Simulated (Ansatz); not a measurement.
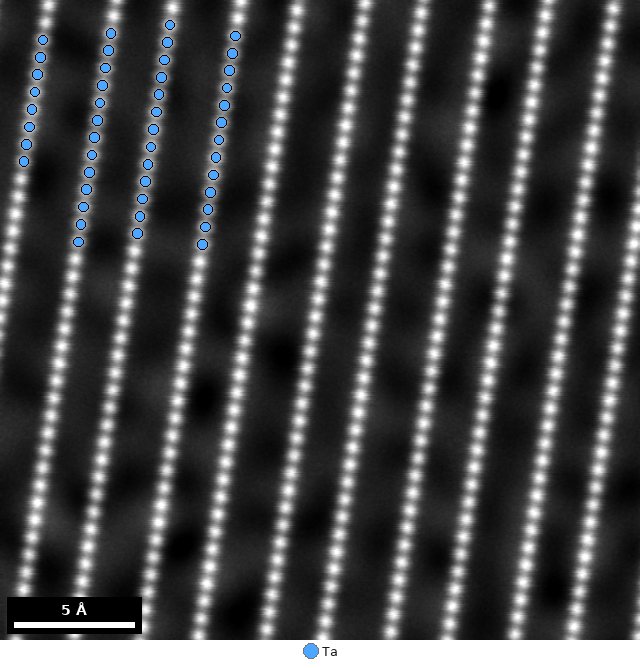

Dark-field STEM-like image of Ta (Fmmm, No. 69) along [120]. Simulation: incoherent imaging, intensity Z^1.6 per atom, probe width 0.50 Å, thin sample. The probe carries 25 % of its weight in a tail 2.5 times as wide. Shot noise, a slight drift and the speckle of an amorphous layer were added. Structure used: coordinates from a relaxation with Ansatz 0.2.0, DFT r2SCAN, scalar-relativistic, plane waves, PAW; the starting structure was generated, so it need not be a known form of this composition.

Coloured dots in one corner mark the columns of the model.

**Interpret the image.**

The columns repeat on a rectangular net of 0.73 × 5.10 Å (plane group p2mm). All columns are alike (Ta). The shortest distance between visible columns is 0.73 Å in projection. Along the beam the structure repeats every 10.13 Å.
